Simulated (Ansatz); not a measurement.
**BN with a defect (B vacancy): a single-point run**

Wanted: field gradients for BN with a defect (B vacancy).

Program: Ansatz 0.2.0. Level of theory: DFT, PBE, plane-wave PAW, default files, scalar-relativistic. These are calculated values, not measurements.

### 1 The structure to begin with

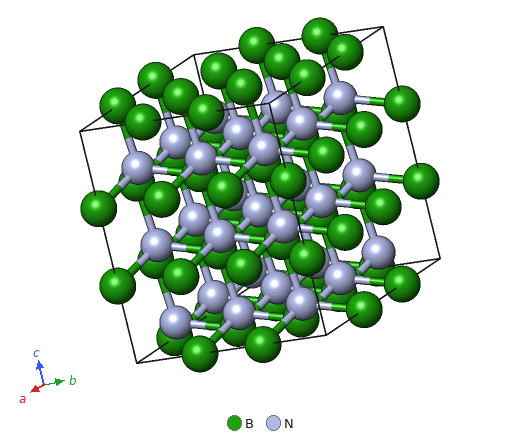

The starting structure, seen slightly off an axis (boron green, nitrogen light blue). Atoms on the faces are drawn again on the opposite ones.

The input asks for a charge of -1 e on the cell.

Coordinates:

```
B N
1.0
     0.00000    5.42250    5.42250
     5.42250    0.00000    5.42250
     5.42250    5.42250    0.00000
B N
26 27
Cartesian
  1.8075 1.8075 0.0000
  3.6150 3.6150 0.0000
  1.8075 0.0000 1.8075
  3.6150 1.8075 1.8075
  5.4225 3.6150 1.8075
  3.6150 0.0000 3.6150
  5.4225 1.8075 3.6150
  7.2300 3.6150 3.6150
  0.0000 1.8075 1.8075
  1.8075 3.6150 1.8075
  3.6150 5.4225 1.8075
  1.8075 1.8075 3.6150
  3.6150 3.6150 3.6150
  5.4225 5.4225 3.6150
  3.6150 1.8075 5.4225
  5.4225 3.6150 5.4225
  7.2300 5.4225 5.4225
  0.0000 3.6150 3.6150
  1.8075 5.4225 3.6150
  3.6150 7.2300 3.6150
  1.8075 3.6150 5.4225
  3.6150 5.4225 5.4225
  5.4225 7.2300 5.4225
  3.6150 3.6150 7.2300
  5.4225 5.4225 7.2300
  7.2300 7.2300 7.2300
  0.9037 0.9037 0.9037
  2.7113 2.7113 0.9037
  4.5187 4.5187 0.9037
  2.7113 0.9037 2.7113
  4.5188 2.7113 2.7113
  6.3263 4.5187 2.7113
  4.5187 0.9037 4.5187
  6.3263 2.7113 4.5187
  8.1338 4.5187 4.5187
  0.9037 2.7113 2.7113
  2.7113 4.5188 2.7113
  4.5187 6.3263 2.7113
  2.7113 2.7113 4.5188
  4.5188 4.5188 4.5188
  6.3263 6.3263 4.5188
  4.5187 2.7113 6.3263
  6.3263 4.5188 6.3263
  8.1338 6.3263 6.3263
  0.9037 4.5187 4.5187
  2.7113 6.3263 4.5187
  4.5187 8.1338 4.5187
  2.7113 4.5187 6.3263
  4.5188 6.3263 6.3263
  6.3263 8.1338 6.3263
  4.5187 4.5187 8.1338
  6.3263 6.3263 8.1338
  8.1338 8.1338 8.1338
```

### 2 Running it

Input file input.yaml:

```yaml
crystal:
  lattice:
    - [0.0, 5.4225, 5.4225]
    - [5.4225, 0.0, 5.4225]
    - [5.4225, 5.4225, 0.0]
  atoms:
    - { symbol: B, position: [0.0, 0.0, 0.3333333333] }
    - { symbol: B, position: [0.0, 0.0, 0.6666666667] }
    - { symbol: B, position: [0.0, 0.3333333333, 0.0] }
    - { symbol: B, position: [0.0, 0.3333333333, 0.3333333333] }
    - { symbol: B, position: [0.0, 0.3333333333, 0.6666666667] }
    - { symbol: B, position: [0.0, 0.6666666667, 0.0] }
    - { symbol: B, position: [0.0, 0.6666666667, 0.3333333333] }
    - { symbol: B, position: [0.0, 0.6666666667, 0.6666666667] }
    - { symbol: B, position: [0.3333333333, 0.0, 0.0] }
    - { symbol: B, position: [0.3333333333, 0.0, 0.3333333333] }
    - { symbol: B, position: [0.3333333333, 0.0, 0.6666666667] }
    - { symbol: B, position: [0.3333333333, 0.3333333333, 0.0] }
    - { symbol: B, position: [0.3333333333, 0.3333333333, 0.3333333333] }
    - { symbol: B, position: [0.3333333333, 0.3333333333, 0.6666666667] }
    - { symbol: B, position: [0.3333333333, 0.6666666667, 0.0] }
    - { symbol: B, position: [0.3333333333, 0.6666666667, 0.3333333333] }
    - { symbol: B, position: [0.3333333333, 0.6666666667, 0.6666666667] }
    - { symbol: B, position: [0.6666666667, 0.0, 0.0] }
    - { symbol: B, position: [0.6666666667, 0.0, 0.3333333333] }
    - { symbol: B, position: [0.6666666667, 0.0, 0.6666666667] }
    - { symbol: B, position: [0.6666666667, 0.3333333333, 0.0] }
    - { symbol: B, position: [0.6666666667, 0.3333333333, 0.3333333333] }
    - { symbol: B, position: [0.6666666667, 0.3333333333, 0.6666666667] }
    - { symbol: B, position: [0.6666666667, 0.6666666667, 0.0] }
    - { symbol: B, position: [0.6666666667, 0.6666666667, 0.3333333333] }
    - { symbol: B, position: [0.6666666667, 0.6666666667, 0.6666666667] }
    - { symbol: "N", position: [0.0833333333, 0.0833333333, 0.0833333333], spin: 0.5 }
    - { symbol: "N", position: [0.0833333333, 0.0833333333, 0.4166666667] }
    - { symbol: "N", position: [0.0833333333, 0.0833333333, 0.75], spin: 0.5 }
    - { symbol: "N", position: [0.0833333333, 0.4166666667, 0.0833333333] }
    - { symbol: "N", position: [0.0833333333, 0.4166666667, 0.4166666667] }
    - { symbol: "N", position: [0.0833333333, 0.4166666667, 0.75] }
    - { symbol: "N", position: [0.0833333333, 0.75, 0.0833333333], spin: 0.5 }
    - { symbol: "N", position: [0.0833333333, 0.75, 0.4166666667] }
    - { symbol: "N", position: [0.0833333333, 0.75, 0.75] }
    - { symbol: "N", position: [0.4166666667, 0.0833333333, 0.0833333333] }
    - { symbol: "N", position: [0.4166666667, 0.0833333333, 0.4166666667] }
    - { symbol: "N", position: [0.4166666667, 0.0833333333, 0.75] }
    - { symbol: "N", position: [0.4166666667, 0.4166666667, 0.0833333333] }
    - { symbol: "N", position: [0.4166666667, 0.4166666667, 0.4166666667] }
    - { symbol: "N", position: [0.4166666667, 0.4166666667, 0.75] }
    - { symbol: "N", position: [0.4166666667, 0.75, 0.0833333333] }
    - { symbol: "N", position: [0.4166666667, 0.75, 0.4166666667] }
    - { symbol: "N", position: [0.4166666667, 0.75, 0.75] }
    - { symbol: "N", position: [0.75, 0.0833333333, 0.0833333333], spin: 0.5 }
    - { symbol: "N", position: [0.75, 0.0833333333, 0.4166666667] }
    - { symbol: "N", position: [0.75, 0.0833333333, 0.75] }
    - { symbol: "N", position: [0.75, 0.4166666667, 0.0833333333] }
    - { symbol: "N", position: [0.75, 0.4166666667, 0.4166666667] }
    - { symbol: "N", position: [0.75, 0.4166666667, 0.75] }
    - { symbol: "N", position: [0.75, 0.75, 0.0833333333] }
    - { symbol: "N", position: [0.75, 0.75, 0.4166666667] }
    - { symbol: "N", position: [0.75, 0.75, 0.75] }
magnetization:
  spin_polarized: true
total_charge: -1
kpoints:
  mp_grid: { grid: [3, 3, 3] }
scf:
  occupations: { method: fermi_dirac, width: 0.01 }
  max_iter: 50
hamiltonian:
  xc: pbe
  pseudopotentials: { kind: paw }
output:
  forces: true
  stress: true
  populations: true
  efg:
    quadrupole_moments_barn: { B: 0.04059, "N": 0.02044 }
    contact_densities: true
basis:
  ENCUT: 400
```

Launch:

```console
$ ansatz run input.yaml --threads 1 --pin off --max-ram 3072MiB --backend cpu --events-out ev --progress --plain --runs-dir out
```

The log of the run:

```text
Error: YAML parse error: error: line 79 column 3: unknown field `ENCUT`, expected one of ecutwfc, ecutrho_ratio, smooth_cutoff_half_width, xc_grid, low_memory, fft_grid_basis, precision, gaussian, splines
  --> <input>:79:3
   |
77 |     contact_densities: true
78 | basis:
79 |   ENCUT: 400
   |   ^ unknown field `ENCUT`, expected one of ecutwfc, ecutrho_ratio, smooth_cutoff_half_width, xc_grid, low_memory, fft_grid_basis, precision, gaussian, splines
```

It took 0.02 s on 1 thread of Intel Xeon Platinum 8259CL at 2.50GHz (Skylake/Cascade Lake), shared host; peak memory 0.06 GiB.

### 3 What went wrong

Nothing was computed: the input was turned down at the start. It says: «line 79 column 3: unknown field `ENCUT`, expected one of ecutwfc, ecutrho_ratio, smooth_cutoff_half_width, xc_grid, low_memory, ...»

In the input, basis.ENCUT is 400. The key belongs to a different code's input format, or to another block.

What to do: delete basis.ENCUT.

### 4 Again, with the input mended

Besides the cure, the input differs in scf.max_iter.

input.yaml: that of step 2 with these lines changed.

```diff
@@ -66,3 +66,2 @@
   occupations: { method: fermi_dirac, width: 0.01 }
-  max_iter: 50
 hamiltonian:
@@ -77,3 +76 @@
     contact_densities: true
-basis:
-  ENCUT: 400
```

Launch:

```console
$ ansatz run input.yaml --threads 1 --pin off --max-ram 3072MiB --backend cpu --events-out ev --progress --plain --runs-dir out
```

From the output:

```text
[...]
Basis set: ecut = 420 eV, 6231 PW (Γ), exchange–correlation on 108×108×108 points (8 copies of the dense FFT grid, shifted against one another)
[...]
Magnetic group: BNS 216.74 (UNI 1576), of the structure as read, at distance tolerance 6.8e-5 Å
k-points: 4 of 27 (time reversal used)
[...]
SCF iter   1: F=—  HF=-14480.788299 eV  |F-HF|=—  |Δ(HF+E_count)|=         —  Δρ=6.98e-2 (↑6.98e-2 ↓6.96e-2)  dr2=4.82e1  dr2_m=3.56e-1  M=2.000 μB ∫|m|=2.083 μB  β_m=1.00  ethr=3.10e-3  ⟨swp⟩=6.0  Hψ=5093  notcnv=0  defer=267
preconditioner: auto → Resta (q_TF=auto, 2.553 Å⁻¹)  ε∞=3.9  [insulator: Δε(μ)=0.300 eV  Ē_g=17.912 eV  σ=0.010 eV  W_gap=0.92  n_scr=88 (ndim 8)  ℏωp=30.4 eV  f_vac=0.000  D(μ)=3.40/eV (n_scr^D=14)  ε∞_Penn≈3.9]
[...]
SCF iter   2: F=—  HF=-14470.803830 eV  |F-HF|=—  |Δ(HF+E_count)|=    9.98e0  Δρ=4.39e-2 (↑4.39e-2 ↓4.35e-2)  dr2=1.84e1  dr2_m=1.15e-2  M=2.000 μB ∫|m|=2.107 μB  β_m=1.00  ethr=3.10e-3  ⟨swp⟩=2.0  Hψ=2269  notcnv=0  defer=373
[...]
SCF iter   9: F=—  HF=-14465.366447 eV  |F-HF|=—  |Δ(HF+E_count)|=   1.66e-4  Δρ=3.12e-6 (↑2.90e-6 ↓3.12e-6)  dr2=5.54e-8  dr2_m=3.86e-9  M=2.000 μB ∫|m|=2.118 μB  β_m=0.94  ethr=4.67e-11  ⟨swp⟩=20.4  Hψ=9028  notcnv=0
SCF iter  10: F=-14465.366448 eV  HF=-14465.366448 eV  |F-HF|=3.51e-9  |Δ(HF+E_count)|=   1.03e-7  Δρ=1.02e-6 (↑1.02e-6 ↓8.73e-7)  dr2=8.55e-9  dr2_m=1.64e-10  M=2.000 μB ∫|m|=2.118 μB  ethr=2.59e-11  ⟨swp⟩=3.1  Hψ=3032  notcnv=0
[...]
SCF converged after 10 iterations
Magnetization: 2.0000 μB (108.0000 up, 106.0000 down)
[...]
Free energy (F): -14465.366448 eV
[...]
E sigma→0 (E₀):  -14465.365810 eV
[...]
Fermi energy:    12.275780 eV
[...]
  P = ⅓ Tr σ = -0.1980 GPa (-1.980 kbar)
[...]
```

Wall time 67 s (1 thread of Intel Xeon Platinum 8259CL at 2.50GHz (Skylake/Cascade Lake), shared host); peak memory 0.95 GiB.

The printed gradients, by site:

```
site              atoms  distance from the defect (Å)  V_zz (10²¹ V/m²)     η     C_Q (MHz)  m (μB)  A_iso (MHz)
 N27     27, 29, 33, 45                          1.57              0.21  0.00   0.104 (¹⁴N)    0.27   27.2 (¹⁴N)
  B1      1, 2, 3, 5, …                          2.56             -0.33  0.06  -0.326 (¹¹B)    0.00   -3.4 (¹¹B)
 N32  32, 34, 35, 38, …                          3.00             -0.30  1.00  -0.147 (¹⁴N)    0.00    0.0 (¹⁴N)
 B14  14, 16, 17, 22, …                          3.61            -0.076  0.89  -0.075 (¹¹B)    0.00   -0.3 (¹¹B)
 N28  28, 30, 31, 36, …                          3.94             -0.13  0.81  -0.064 (¹⁴N)    0.04    1.2 (¹⁴N)
  B4      4, 10, 12, 13                          4.43             0.032  0.00   0.031 (¹¹B)    0.00   -1.8 (¹¹B)
  B8      8, 20, 24, 26                          4.43             0.062  0.00   0.061 (¹¹B)    0.00   -0.7 (¹¹B)
 N40     40, 41, 43, 49                          4.70             0.098  0.00   0.048 (¹⁴N)    0.00    0.1 (¹⁴N)
 N53                 53                          4.70              0.00     –       0 (¹⁴N)    0.00    0.1 (¹⁴N)
```

Conventions: |V_zz| ≥ |V_yy| ≥ |V_xx|, η = (V_xx − V_yy)/V_zz, C_Q = eQV_zz/h. Nuclear quadrupole moments: year-2017 set (Pyykkö).

A_iso = (2μ₀/3) g_e μB g_N μN ρ_s(0)/(2S h), from the all-electron spin density at the nucleus.

### 5 Outcome

```
                           quantity                                      value
                          first try                                    refused
                              cause  a key that the program doesn't have there
                         second try                   converged, 10 SCF cycles
energy (zero set by the potentials)                             -14465.3664 eV
                           pressure                                  -0.20 GPa
                    absolute moment                                    2.12 μB
                      largest force                                 3.103 eV/Å
               largest V_zz in size                     0.33 × 10²¹ V/m² at B1
```

In words: The second try converges in 10 SCF cycles. The largest force in the second run is 3.103 eV/Å, so the atoms are not at their relaxed places.
